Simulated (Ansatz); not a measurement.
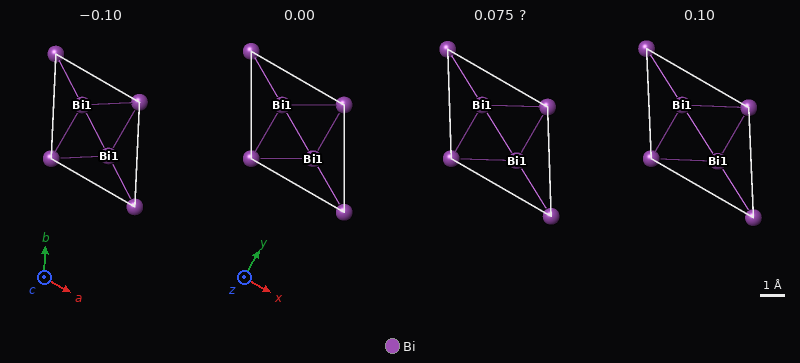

Energy scan for a crystal of Bi (R-3m), in which the cell is strained along x alone, with the atoms kept at their fractional coordinates. x, y and z are the Cartesian axes of the input. A ball-and-stick model of the conventional cell (3 times the calculation's cell), repeated 1 × 1 × 1 with one cell outlined, seen along the c axis. Lengths and directions refer to the drawn axes.

Theory: Ansatz 0.2.0, DFT PBE, scalar-relativistic, plane waves, PAW. Settings: plane-wave cutoff 420 eV; k-point mesh 12 × 12 × 12; occupations gaussian; smearing width 0.15 eV; no spin polarisation. Energies (free energies at the smearing named) are counted from the cell as listed in its source, which wasn't relaxed.

```csv
strain,E − E(ref) (meV/atom)
−0.1000,160.9
−0.0750,94.9
−0.0500,47.3
−0.0250,16.3
0.0000,0.0
0.0250,−3.6
0.0500,3.8
0.0750,?
0.0875,31.8
0.1000,44.8
```

One row is withheld. What is its energy?

Answer. A straight line between the two neighbours gives 22.5 meV/atom. A cubic through the four nearest rows (0.0250, 0.0500, 0.0875, 0.1000) gives, with Lagrange weights, (−0.0667)(−3.6) + (0.3333)(3.8) + (1.0667)(31.8) + (−0.3333)(44.8) = 20.5 meV/atom. The calculation gives 20.5 meV/atom, so the cubic is right to the digits shown and the straight line 2.0 meV/atom too high, as the curve bends upwards here.

The whole profile:

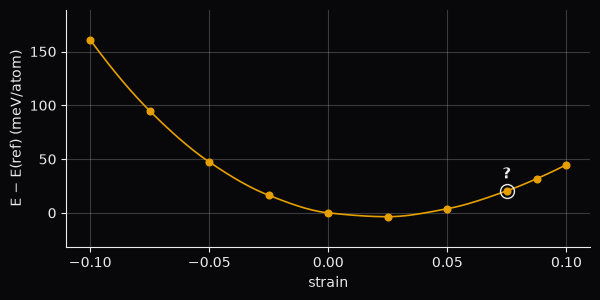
